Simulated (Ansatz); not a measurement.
Take the following structure.

Space group P6/mmm (No. 191). a = 4.281 Å, b = 4.281 Å, c = 2.621 Å, α = 90.00°, β = 90.00°, γ = 120.00°
```tsv
atom	site	symmetry	x	y	z
Rh	1a	6/mmm	0.0000	0.0000	0.0000
Rh	2d	-6m2	0.3333	0.6667	0.5000
```

What crystal do these data define?

The element is rhodium. Space group: P6/mmm (No. 191). Lattice: primitive hexagonal. In terms of structure types, this is ω phase (AlB₂-like). The cell holds three atoms. Counting atoms within bonding range gives coordination numbers of Rh 2 to 5 (mean 4.0). Not all metal-metal contacts are counted.

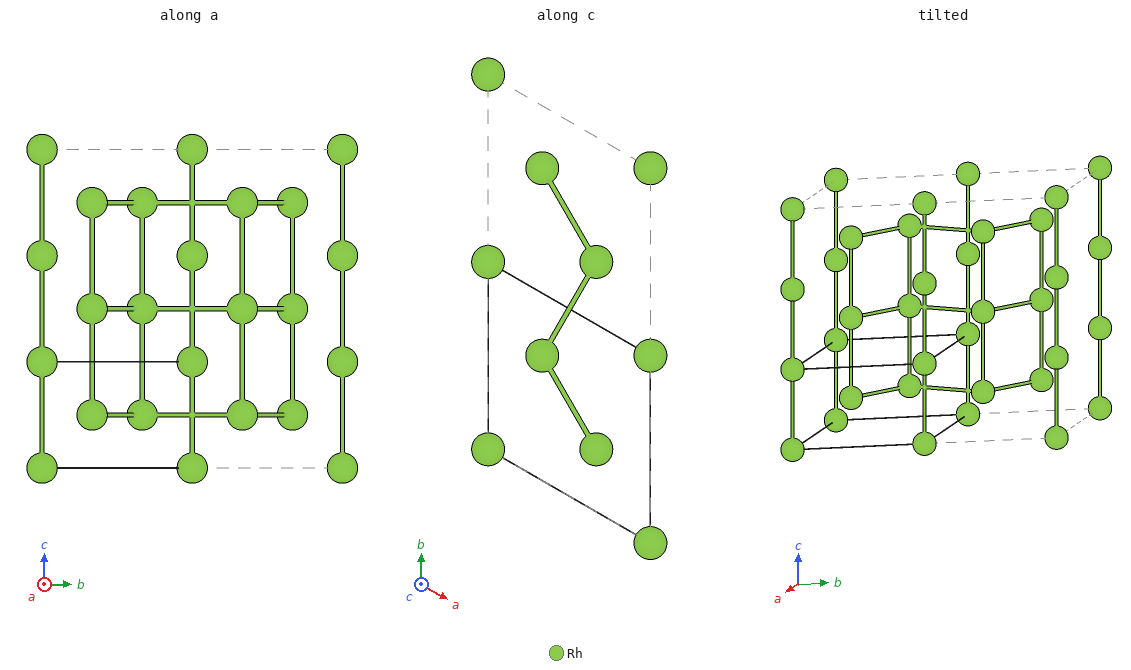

View along the a axis, along the c axis and slightly off an axis, drawn as a ball-and-stick model. The picture spans 1×2×3 cells, one conventional unit cell being drawn with solid lines.

The cell started as a textbook structure type filled with this element (whether it is the usual form wasn't checked). The geometry was optimised with DFT PBEsol, scalar-relativistic, plane waves, PAW in Ansatz 0.2.0.
